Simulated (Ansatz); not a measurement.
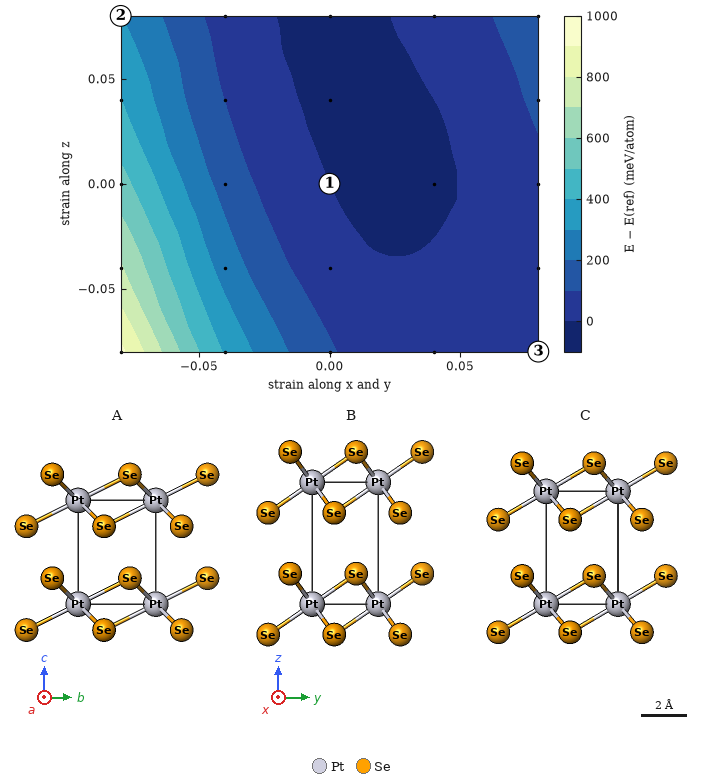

Energy scan for solid PtSe$_{2}$ (P-3m1), in which the cell is strained equally along x and y and separately along z, with the atoms kept at their fractional coordinates. x, y and z are the Cartesian axes of the input. The map is interpolated between the computed points (dots). The frames are shuffled; each belongs to one numbered point. The picture is a ball-and-stick view of the cell of the calculation, seen along the a axis.

Theory: DFT PBE, scalar-relativistic, plane waves, PAW in Ansatz 0.2.0. (plane-wave cutoff 420 eV; k-point mesh 12 × 12 × 10; occupations gaussian; smearing width 0.15 eV; no spin polarisation). Energies (free energies at the smearing named) are counted from the cell as listed in its source, which wasn't relaxed.

> Which frame belongs to which numbered point?

Point 1 is frame C, at (0.000, 0.000) and 0 meV/atom; 2 is frame B, at (−0.080, 0.080) and 301 meV/atom; 3 is frame A, at (0.080, −0.080) and 55 meV/atom. In pairs of (strain along x and y; strain along z): the lowest computed point lies at (0.000, 0.040) (−19 meV/atom), the highest at (−0.080, −0.080) (922 meV/atom). Not all of its neighbours on the grid were computed, so the minimum is only loosely bracketed. The valley is tilted: raising the in-plane strain is made harder by raising the strain along z (cross term 0.73 of the geometric mean of the two curvatures). Over the ranges scanned the energy rises more along the first axis, the in-plane strain. The pressure runs from −12.5 GPa at (0.080, 0.080) to 71.9 GPa at (−0.080, −0.080).

Limits of the set-up: layers or molecules are held without a dispersion correction, so their spacing is unreliable.
